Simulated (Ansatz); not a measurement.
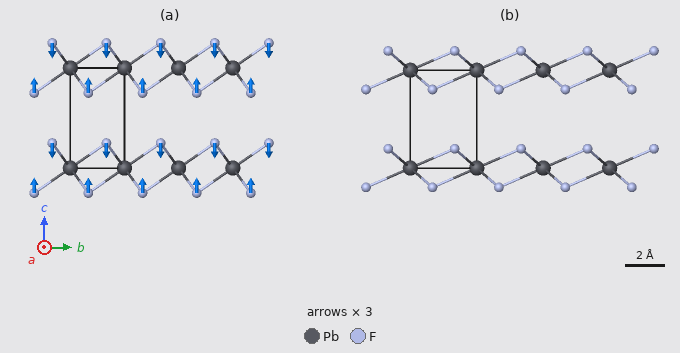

The structure of solid PbF₂ (a generated structure, set up in P-3m1) before (left) and after (right) a relaxation, at one scale. The blue arrows give the displacements (the part carried along by the change of the cell is left out), magnified 3 times.

The picture is a ball-and-stick view of the cell of the calculation, repeated 1 × 3 × 1 with one cell outlined, seen along the a axis.

Case: cell and atoms relaxed from a first guess.

All numbers below come from DFT, PBE, PAW with Ansatz's default frozen-core files, scalar-relativistic (Ansatz 0.2.0).

The input:
```yaml
crystal:
  lattice:
    - [3.2455912937, 0.0, 0.0]
    - [-1.6227956468, 2.8107645106, 0.0]
    - [0.0, 0.0, 5.1929460699]
  atoms:
    - { symbol: Pb, position: [0.0, 0.0, 0.0] }
    - { symbol: F, position: [0.3333333333, 0.6666666667, 0.25] }
    - { symbol: F, position: [0.6666666667, 0.3333333333, 0.75] }
kpoints:
  mp_grid: { grid: [14, 14, 8] }
scf:
  occupations: { method: fermi_dirac, width: 0.05 }
hamiltonian:
  xc: pbe
  pseudopotentials: { kind: paw }
output:
  forces: true
  stress: true
relax:
  f_tol: 0.005
  max_steps: 80
  cell: {}
```

**Summarise the run.**

The largest moves relative to the cell, 0.27 Å, are those of F2 and F3. F2 goes along −c. Pb stays in place. Cell: a = b 3.246 → 3.982 Å (+22.7 %), c 5.193 → 5.077 Å (−2.2 %). Volume +47.1 %. Some distances before and after: Pb1–F2 2.280 → 2.508 Å. Bond angles that change, for instance: Pb1–F2–Pb1 90.8° → 105.1°, F2–Pb1–F3 89.2° → 74.9°, F2–Pb1–F2 90.8° → 105.1°. The space group stays P-3m1 (No. 164). Over 20 accepted moves (27 points after the start) the energy falls by 630 meV per atom. Largest force component: 2.3 eV/Å at the start, 0.00016 eV/Å at the end. The pressure goes from 33.79 to 0.01 GPa. The SCF was repeated 7 times at an unchanged geometry on a basis and grid sized afresh for the cell, which shifted the energy by 82.2 meV per atom at most.
